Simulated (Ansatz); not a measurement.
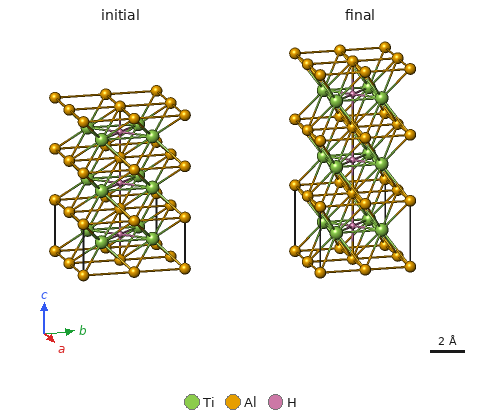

The structure of a crystal of Ti$_{4}$Al$_{4}$H (set up in P4/mmm) (coarse preliminary run) before (left) and after (right) a relaxation, at one scale.

A ball-and-stick model of the cell of the calculation, repeated 1 × 1 × 3 with one cell outlined, seen slightly off an axis.

Case: 1 H put on empty site 1 of 4 host cells, relaxed.

Theory: Ansatz, DFT PBE, scalar-relativistic, plane waves, PAW. Set-up: plane-wave cutoff 420 eV; k-point mesh 4 × 4 × 6; occupations gaussian; smearing width 0.1 eV; no spin polarisation; cell and atoms relaxed; force threshold 0.0325 eV/Å; at most 70 steps.

Summarise the run.

Over 9 accepted moves (11 points after the start) the energy falls by 253 meV per atom. The largest force component goes from 0.085 to 0.0023 eV/Å. Pressure: 3.09 GPa at the start and −0.07 GPa at the end. At 2 points the geometry stayed and the basis and grid were re-selected for the new cell (energy shift of 19.1 meV per atom at most each time). The largest moves relative to the cell, 0.014 Å, are those of Ti atoms. Al and H stay in place. The drawn cell changes as follows: a = b 6.373 → 5.655 Å (−11.3 %), c 3.187 → 4.105 Å (+28.8 %); the volume changes by +1.4 %. Among the contacts that change: Ti–Ti 3.187 → 4.105 Å, Al–H 1.593 → 2.053 Å, Ti–Ti 3.187 → 2.807 Å, Al–Al 3.187 → 2.828 Å. The space group stays P4/mmm (No. 123). The run took 56 s on 2 threads of Arm Neoverse V1, with other jobs on the host, peak memory 0.46 GiB.
